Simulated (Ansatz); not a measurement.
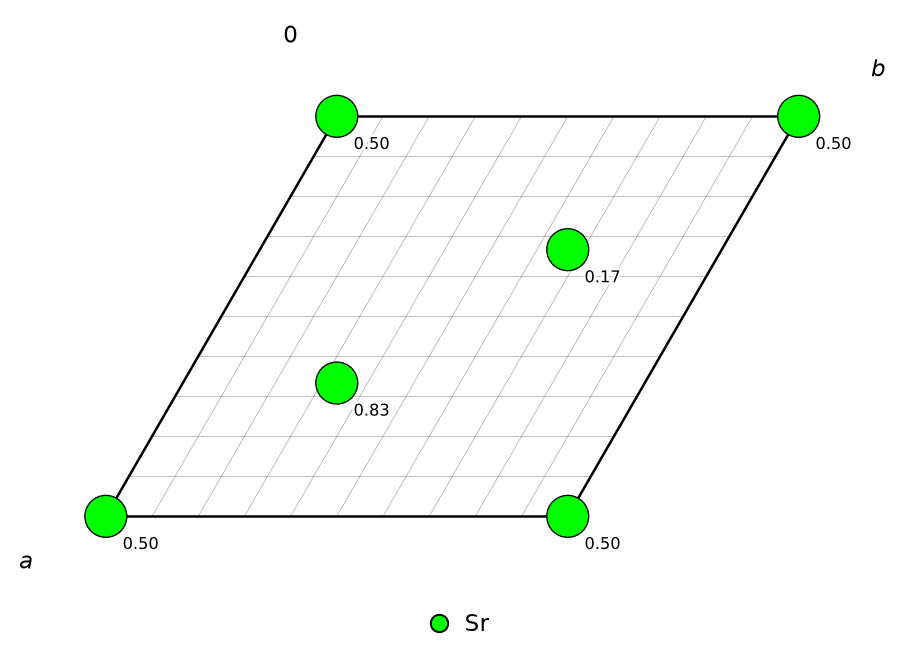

Plan of a unit cell projected along c (a down the page, b across); the numbers are heights as fractions of c, and atoms on the cell's edges are repeated. The grid marks tenths of a and b. Source: the geometry relaxed with Ansatz 0.2.0, DFT PBE, scalar-relativistic, plane waves, PAW; the starting structure was generated, so it need not be a known form of this composition. The drawing is computed from the coordinates (standard cell, symmetry found to 0.002 Å).

a = 4.265 Å, b = 4.265 Å, c = 10.430 Å, α = 90.00°, β = 90.00°, γ = 120.00°.

### What does the cell contain?

3 Sr: Sr, Z = 3.

### Give the fractional coordinates of all atoms, to two places.

| atom | x | y | z |
| --- | --- | --- | --- |
| Sr | 0.33 | 0.67 | 0.17 |
| Sr | 0.00 | 0.00 | 0.50 |
| Sr | 0.67 | 0.33 | 0.83 |
